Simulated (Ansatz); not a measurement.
Consider SnSe.

```cif
data_structure
_symmetry_space_group_name_H-M 'P 1'
_symmetry_Int_Tables_number 1
_cell_length_a 4.1183
_cell_length_b 4.1183
_cell_length_c 10.7692
_cell_angle_alpha 90.000
_cell_angle_beta 90.000
_cell_angle_gamma 120.000
_cell_volume 158.18
loop_
_atom_site_label
_atom_site_type_symbol
_atom_site_fract_x
_atom_site_fract_y
_atom_site_fract_z
_atom_site_occupancy
Sn1 Sn 0.00000 0.00000 0.00000 1
Sn2 Sn 0.66667 0.33333 0.33333 1
Sn3 Sn 0.33333 0.66667 0.66667 1
Se1 Se 0.33333 0.66667 0.16667 1
Se2 Se 0.00000 0.00000 0.50000 1
Se3 Se 0.66667 0.33333 0.83333 1
```

Space group R-3m; started from the rocksalt prototype, which need not be the ambient phase; changed on purpose from its base cell (epitaxial 111 strain -3.0%).

Computed with Ansatz, DFT, r2SCAN with spin-orbit coupling, plane waves, PAW.

Question: What can the converged valence pseudo-density and electron localisation function tell about the bonding?

Answer: Sn–Se (2.98 Å): the density is about 0.24 e/Å³ at the midpoint; the ELF is about 0.40 at the midpoint and 0.30 at its lowest between the atoms.

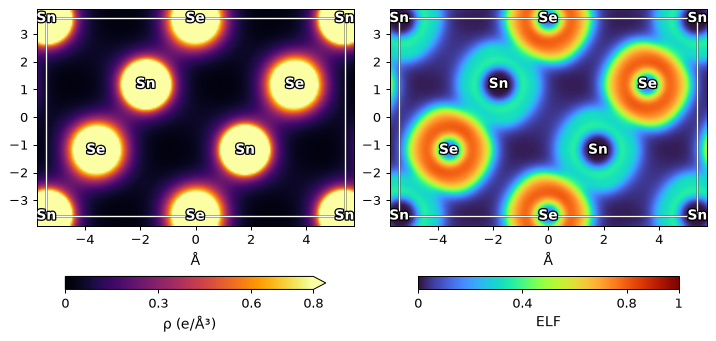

Computed valence pseudo-density and electron localisation function on the (110) plane of the conventional cell, in this order. 

In a PAW calculation such maps are meaningful between the atoms, not at the nuclei.
